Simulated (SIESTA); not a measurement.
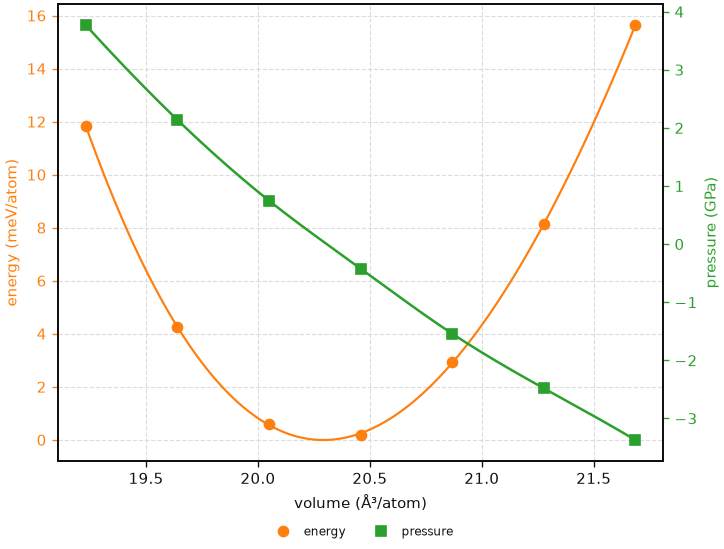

Computed with SIESTA 5.4.2: DFT in numerical atomic orbitals with pseudopotentials, no spin polarisation; energies at scaled volumes of the given cell, shape and fractions fixed, counted from the fit's minimum, third-order Birch-Murnaghan fit. Level: PBEsol.

- k mesh: 8×8×8
- occupations: Fermi–Dirac
- smearing width: 0.05 eV
- potentials: PseudoDojo 0.4 standard, converted to PSML, two zetas on semicore shells
- program settings: basis DZP, mesh cutoff 800 Ry

Structure:
```
Ag Cl
1.0
     0.00000    2.73500    2.73500
     2.73500    0.00000    2.73500
     2.73500    2.73500    0.00000
Ag Cl
1 1
Direct
  0.00000 0.00000 0.00000
  0.50000 0.50000 0.50000
```

Caption: Energy and pressure against volume for AgCl, space group Fm-3m (No. 225).

A third-order Birch–Murnaghan fit gives V0 = 20.29 Å³/atom, B0 = 60.7 GPa and B′ = 5.7. The energy is 11.83 meV/atom at volume 19.23 Å³/atom and 15.64 meV/atom at 21.69 Å³/atom; the lowest computed point is at volume 20.46 Å³/atom (0.19 meV/atom). The pressure falls from 3.77 GPa at volume 19.23 Å³/atom to −3.37 GPa at 21.69 Å³/atom, and changes sign near 20.31 Å³/atom.

Limits of the calculation: mulliken charges of long orbitals; short basis over semicore shells.
